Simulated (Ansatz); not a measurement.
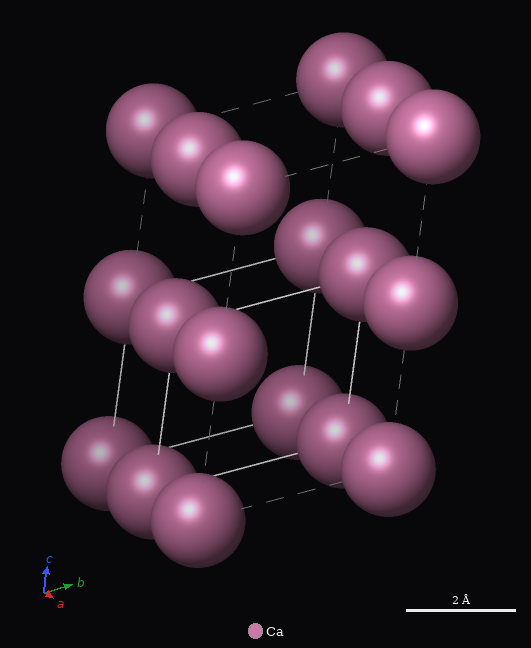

The image is a spheres-only drawing of a crystal, viewed slightly off an axis. The solid frame is a single simulation cell within a 2×1×2 block.

Input for the calculation:
```yaml
crystal:
  lattice:
    - [0.0, 2.7517917015, 2.7517917015]
    - [2.7517917015, 0.0, 2.7517917015]
    - [2.7517917015, 2.7517917015, 0.0]
  atoms:
    - { symbol: Ca, position: [0.0, 0.0, 0.0] }
basis:
  ecutwfc: 420
  ecutrho_ratio: 4
kpoints:
  mp_grid: { grid: [14, 14, 14] }
hamiltonian:
  xc: pbe
scf:
  occupations: { method: gaussian, width: 0.05 }
output:
  forces: true
  stress: true
  eigenvalues: true
  populations: true
magnetization:
  noncollinear: true
  spin_orbit: true
```

Results below were computed with DFT PBE, spin-orbit coupling, plane waves, PAW in Ansatz; the settings were a 420 eV plane-wave basis, a 14×14×14 k-point grid, Gaussian smearing of 0.05 eV, no moments seeded, so the run stays non-magnetic, spinor wavefunctions.

**Classify it as metallic or gapped, with the value.**

A metal: bands cross the Fermi level.

**What pressure does the calculation give for this cell?**

The computed pressure is 0.2 GPa (compressed: it would expand).

Origin of the cell: the standard structure of this element. Earlier steps of the study may have refined or changed the cell and positions. It was run through Ansatz as a DFT input.
